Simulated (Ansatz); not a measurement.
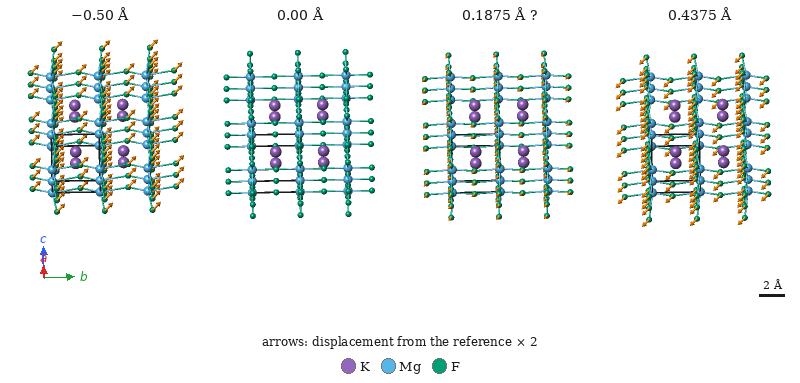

A scan of crystalline KMgF₃ (Pm-3m): the whole F sublattice is shifted rigidly, towards the nearest copy of atom 1 (K) at 2.818 Å, all else fixed. The picture is a ball-and-stick view of the cell of the calculation, repeated 2 × 2 × 2 with one cell outlined, seen along the a axis, with a slight tilt. Orange arrows: displacements from the reference.

The calculation used DFT PBE, scalar-relativistic, plane waves, PAW in Ansatz 0.2.0. (plane-wave cutoff 420 eV; k-point mesh 6 × 6 × 6; occupations gaussian; smearing width 0.05 eV; no spin polarisation). Energies (free energies at the smearing named) are counted from the cell as listed in its source, which wasn't relaxed.

```tsv
displacement (Å)	ΔE (meV/cell)
−0.5000	1416
−0.2500	310
0.0000	0
0.0625	18
0.1250	74
0.1875	?
0.3125	498
0.3750	740
0.4375	1044
```

Q: One row is withheld. What is its energy?

A: A straight line between the two neighbours gives 215 meV/cell. A cubic through the four nearest rows (0.0625, 0.1250, 0.3125, 0.3750) gives, with Lagrange weights, (−0.3000)(18) + (1.0000)(74) + (0.5000)(498) + (−0.2000)(740) = 170 meV/cell. The calculation gives 170 meV/cell, so the cubic is right to the digits shown and the straight line 45 meV/cell too high, as the curve bends upwards here.

The whole profile:

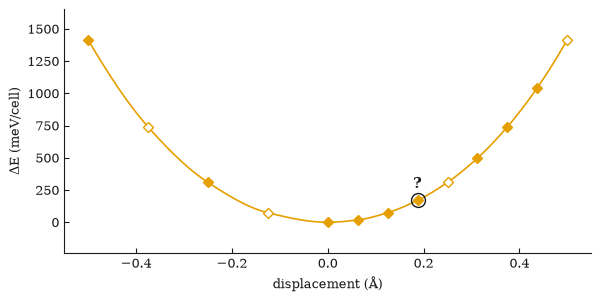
